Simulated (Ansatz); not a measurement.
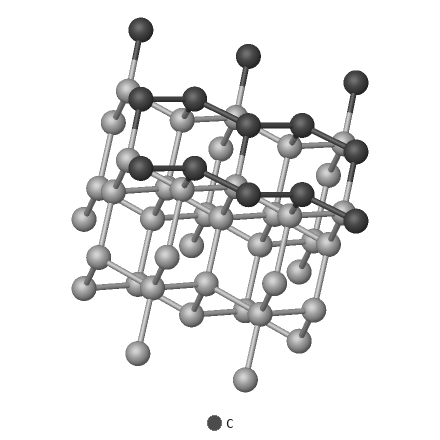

The system is CO on a C(110) slab cut from the Fd-3m phase, its upper half relaxed before the scan (40 atoms of substrate and one adsorbate in a 2 × 2 cell); the picture shows it without the atoms that are moved over the map. CO (O end down) is moved over the surface cell at a fixed height above a rigid substrate; the origin of the map has the adsorbate above C33; the height is held at 2.90 Å. Places are given modulo a cell vector. The map is drawn in real space over the plane of the surface. The scan uses a 4 × 4 grid; 12 points were computed and 4 follow by symmetry. Places are given in fractions of the 1 × 1 surface cell. Energies are in meV, from the lowest grid point. At a fixed height the lowest place need not be the adsorption site. All numbers below come from Ansatz 0.2.0, DFT PBE+D3(BJ), scalar-relativistic, plane waves, PAW. Settings: cutoff 420 eV, k-mesh 5×4×1, gaussian smearing 0.05 eV, no spin polarisation.

Range: position of O41 along the first surface vector from 0.00 to 0.75; position of O41 along the second surface vector from 0.00 to 0.75.

Question: What landscape does the calculation give?

Answer: The lowest grid point is at (0/4, 2/4) of the cell vectors. The highest grid point, the top site over a surface C atom, (0/4, 0/4) of the cell vectors, lies 58.0 meV above the lowest.

| second ↓, first → | 0/4 | 1/4 | 2/4 | 3/4 |
| --- | --- | --- | --- | --- |
| 3/4 | 13.4 | 9.9 | 6.4 | 9.9 |
| 2/4 | 0.0 | 2.3 | 4.7 | 2.3 |
| 1/4 | 42.5 | 46.5 | 50.5 | 46.5 |
| 0/4 | 58.0 | 55.2 | 52.4 | 55.2 |

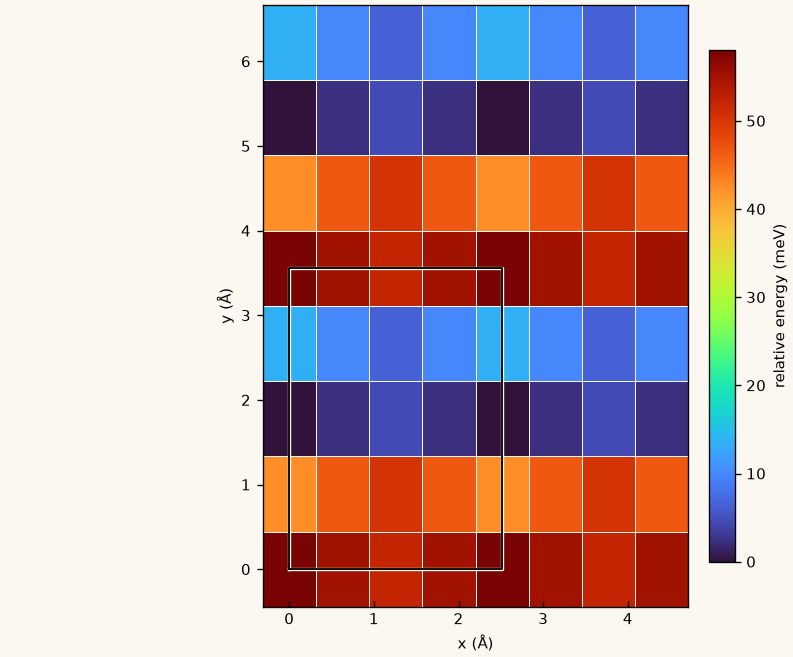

The picture shows one coloured cell a grid point, the outline of one cell of the 2 × 2 shown.

Each point was launched as `ansatz run input.yaml --threads 4 --pin off --max-ram 12288MiB --backend cpu --events-out ev --progress --plain --runs-dir out`. Time for the 12 points that were run: 6.4 min on 4 threads of Intel(R) Xeon(R) Platinum 8259CL CPU @ 2.50GHz (Skylake/Cascade Lake) (shared host).

PAW datasets: the set soft_1.
